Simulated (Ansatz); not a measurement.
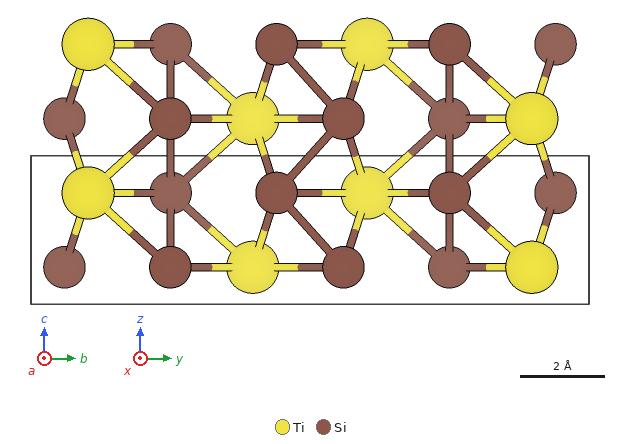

A crystal of TiSi2 (Cmcm): the ratio of the cell's length along z to its lengths across, counted as 1 for the reference, is changed at fixed volume (a c/a path), with the atoms kept at their fractional coordinates. x, y and z are the Cartesian axes of the input. The picture shows the reference cell. A ball-and-stick model of the conventional cell (2 times the calculation's cell), repeated 2 × 1 × 2 with one cell outlined, seen along the a axis. Lengths and directions refer to the drawn axes.

Method: DFT PBEsol, scalar-relativistic, plane waves, PAW in Ansatz 0.2.0. Settings: plane-wave cutoff 420 eV; k-point mesh 16 × 16 × 16; occupations gaussian; smearing width 0.15 eV; no spin polarisation. Energies (free energies at the smearing named) are counted from the relaxed crystal.

Input
```yaml
crystal:
  lattice:
    - [1.7585248, -6.6741239435, 0.0]
    - [1.7585248, 6.6741239435, 0.0]
    - [0.0, 0.0, 3.5556151813]
  atoms:
    - { symbol: Ti, position: [0.897517258, 0.102482742, 0.75] }
    - { symbol: Ti, position: [0.102482742, 0.897517258, 0.25] }
    - { symbol: Si, position: [0.5599863193, 0.4400136807, 0.75] }
    - { symbol: Si, position: [0.4400136807, 0.5599863193, 0.25] }
    - { symbol: Si, position: [0.249719803, 0.750280197, 0.75] }
    - { symbol: Si, position: [0.750280197, 0.249719803, 0.25] }
basis:
  ecutwfc: 420
kpoints:
  mp_grid: { grid: [16, 16, 16] }
hamiltonian:
  xc: pbesol
scf:
  occupations: { method: gaussian, width: 0.15 }
output:
  forces: true
  stress: true
  eigenvalues: true
  write_density: true
  write_potential: true
  elf: true
  volumetric_format: npy
```

Run as
```bash
ansatz run input.yaml --threads 1 --pin off --max-ram 2560MiB --backend cpu --events-out ev --progress --plain --runs-dir out
```

What energies does the calculation give (the relative ratio: 0.85, 0.92, 0.96, 1.00, 1.10, 1.20)?

Answer.
| axial ratio over its reference value | E − E(ref) (meV/atom) |
| --- | --- |
| 0.85 | 150.6 |
| 0.92 | 42.0 |
| 0.96 | 10.4 |
| 1.00 | 0.0 |
| 1.10 | 55.5 |
| 1.20 | 192.6 |

Of the computed points the lowest is at the relative ratio 1.00, 0.0 meV/atom. At the ends of the scan the energy is 150.6 meV/atom (0.85) and 192.6 meV/atom (1.20). The distortion keeps the space group Cmcm. At the relative ratio 1.20 the cell of the drawing goes a 3.517 → 3.310 Å, b 13.348 → 12.561 Å, c 3.556 → 4.015 Å.

The computed profile:

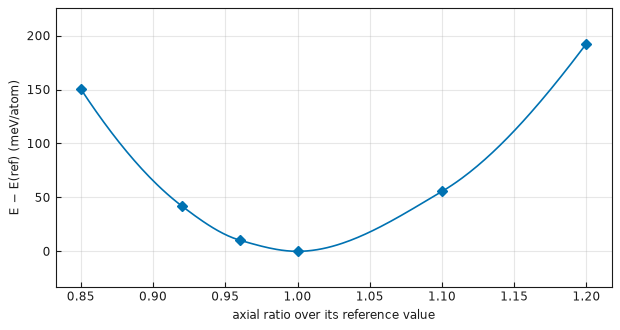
